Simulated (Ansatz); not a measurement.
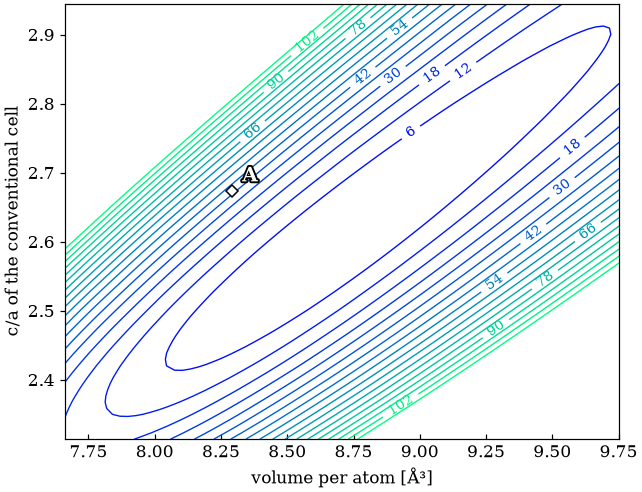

BN (P6_3/mmc, No. 194; 4 atoms in the cell). The energy is mapped over volume and the cell's shape. Coordinates scanned: (1) volume per atom; (2) c/a of the conventional cell. Nothing is relaxed (symmetry fixes all fractional coordinates). The grid has 11 × 11 points. Points are written as (first, second). Energies: meV/atom, counted from the lowest grid point. The calculation used Ansatz, DFT LDA, scalar-relativistic, plane waves, PAW. Settings: cutoff 520 eV, k-mesh 12×12×4 in the order of the run's cell vectors, gaussian smearing 0.05 eV, no spin polarisation.

Drawn: contour lines labelled in meV/atom (none above 108), the point A. Between grid points the surface is interpolated.

Q: Is A at rest? If not, where is it pushed?

A: A, at (8.290 Å³, 2.674), is not a stationary point. The computed force is 129 meV/atom for each Å³ towards larger values of volume per atom and 400 meV/atom for each unit towards smaller values of c/a of the conventional cell.

PAW datasets: the set soft_1.
